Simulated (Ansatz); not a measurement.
**MgI$_{2}$: density, localisation and related maps**

```cif
data_structure
_symmetry_space_group_name_H-M 'P 1'
_symmetry_Int_Tables_number 1
_cell_length_a 4.2076
_cell_length_b 4.2076
_cell_length_c 7.5196
_cell_angle_alpha 90.000
_cell_angle_beta 90.000
_cell_angle_gamma 120.000
_cell_volume 115.29
loop_
_atom_site_label
_atom_site_type_symbol
_atom_site_fract_x
_atom_site_fract_y
_atom_site_fract_z
_atom_site_occupancy
Mg1 Mg 0.00000 0.00000 0.00000 1
I1 I 0.33333 0.66667 0.77775 1
I2 I 0.66667 0.33333 0.22225 1
```

Space group P-3m1; changed on purpose from its base cell (strain along c alone, the other axes held, atoms relaxed: -4.5 %).

All numbers below come from Ansatz, DFT PBE, scalar-relativistic, plane waves, PAW.

Core electrons are frozen (PAW), and the valence fields are smoothed inside the atomic spheres.

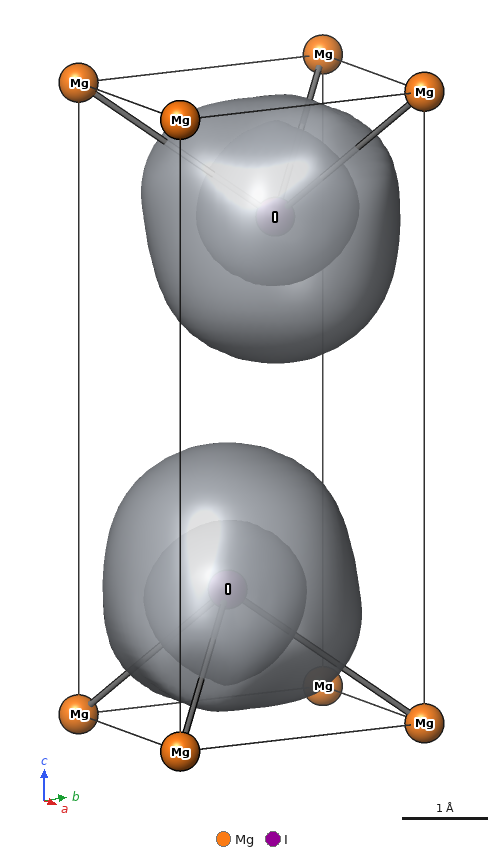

Figure 1. Isosurface of the ELF at 0.65 (grey), seen slightly off an axis. Core shells and regions of very low density are left out. Sticks mark near contacts.

Q: Where are the electrons localised?

A: At this value the surface marks out two regions wrapped around I (the valence shell of each), counted in one cell of 3 atoms. Any copies at cell faces, edges or corners count once. Along the contacts the grid gives the following. Mg–I (2.95 Å): the ELF peaks at about 0.85 in the valence shell of I, 1.4 Å from its nucleus, and falls to about 0.05 next to Mg: a closed-shell, largely ionic contact.

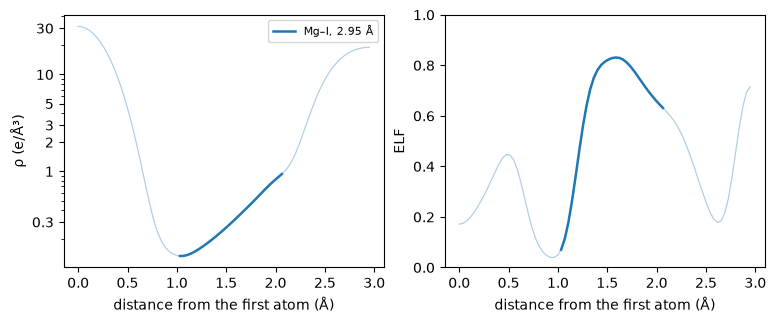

Figure 2. Valence pseudo-density and ELF along straight lines between neighbouring atoms. Thin, pale parts lie inside the atomic spheres.

Q: What can be read from the curves?

A: Mg–I (2.95 Å): ρ is about 0.25 e/Å³ halfway; the ELF peaks at about 0.85 in the valence shell of I, 1.4 Å from its nucleus, and falls to about 0.05 next to Mg; a largely ionic contact.

Q: Metal or insulator at this level of theory?

A: It is gapped, with a Kohn–Sham gap of 3.6 eV on the k-point mesh, an upper bound to the gap of this method.
